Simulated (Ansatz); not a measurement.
Read the following structure.

```cif
data_structure
_symmetry_space_group_name_H-M 'P 1'
_symmetry_Int_Tables_number 1
_cell_length_a 4.1052
_cell_length_b 4.1052
_cell_length_c 2.8913
_cell_angle_alpha 90.000
_cell_angle_beta 90.000
_cell_angle_gamma 90.000
_cell_volume 48.73
loop_
_atom_site_label
_atom_site_type_symbol
_atom_site_fract_x
_atom_site_fract_y
_atom_site_fract_z
_atom_site_occupancy
Al1 Al 0.50000 0.00000 0.50000 1
Al2 Al 0.00000 0.50000 0.50000 1
Cu1 Cu 0.00000 0.00000 0.00000 1
```

**Give a crystallographic description of this input.**

Formula: Al$_{2}$Cu. The structure has P4/mmm (No. 123) symmetry and a primitive tetragonal lattice. The cell has 3 atoms, namely 2 Al, 1 Cu. The coordination shell of Al holds four Cu at 2.51 Å. Cu sits among eight Al in a cubic arrangement at 2.51 Å. Not all metal-metal contacts are counted. The bonds build a three-dimensional framework.

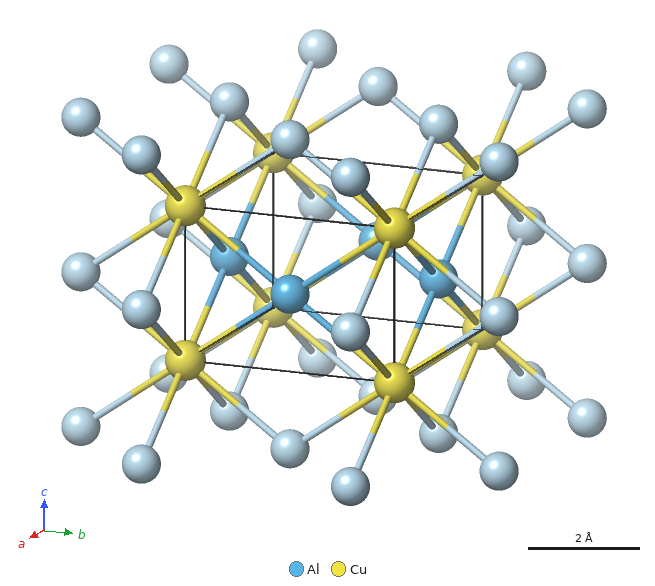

This ball-and-stick model is shown slightly off an axis. The frame is the conventional unit cell; atoms at its boundary are shown with their periodic copies. The first bonded neighbours in the surrounding cells are also shown, in fainter colours.

Origin of the cell: a structure listed in the Materials Project. Earlier steps of the study may have refined or changed the cell and positions. An electronic-structure calculation with Ansatz was run on it.
